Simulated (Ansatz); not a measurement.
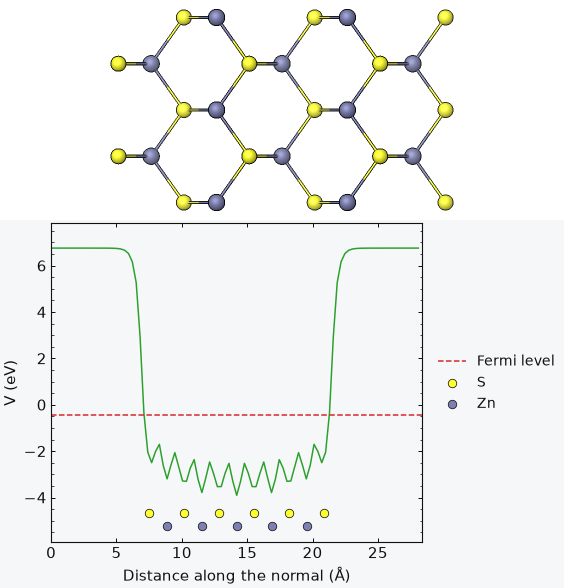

Plane-averaged electrostatic potential energy of an electron across the slab; circles at the bottom mark the heights of the atoms. The structure is drawn too.

This input was run:

```
crystal:
  lattice:
    - [3.7876303068, 0.0, 0.0]
    - [0.0, 3.7876303068, 0.0]
    - [0.0, 0.0, 28.3912953727]
  atoms:
    - { symbol: S, position: [0.0, 0.5, 0.264165474] }
    - { symbol: Zn, position: [0.5, 0.5, 0.3113323792] }
    - { symbol: S, position: [0.5, 0.0, 0.3584992844] }
    - { symbol: Zn, position: [0.0, 0.0, 0.4056661896] }
    - { symbol: S, position: [0.0, 0.5, 0.4528330948] }
    - { symbol: Zn, position: [0.5, 0.5, 0.5] }
    - { symbol: S, position: [0.5, 0.0, 0.5471669052] }
    - { symbol: Zn, position: [0.0, 0.0, 0.5943338104] }
    - { symbol: S, position: [0.0, 0.5, 0.6415007156] }
    - { symbol: Zn, position: [0.5, 0.5, 0.6886676208] }
    - { symbol: S, position: [0.5, 0.0, 0.735834526] }
basis:
  ecutwfc: 420
kpoints:
  mp_grid: { grid: [7, 7, 1] }
hamiltonian:
  xc: pbesol
scf:
  occupations: { method: gaussian, width: 0.05 }
output:
  forces: true
  stress: true
  eigenvalues: true
efield:
  axis: 3
  dipole_correction: true
  ramp_width: 0.04
```

Command:
```bash
ansatz run input.yaml --threads 1 --pin off --max-ram 2560MiB --backend cpu --events-out ev --progress --plain --runs-dir out
```

**Read off the work function of each face.**

The work function is 7.18 eV, the same on both faces. The two vacuum levels agree, so the slab has no net dipole along its normal.

**How thick are slab and vacuum?**

The outermost atoms are 13.4 Å apart, which leaves 15.0 Å of vacuum in a cell 28.4 Å high.

The atoms aren't at rest in this cell (largest force 0.5 eV/Å), so the relaxed material can differ.
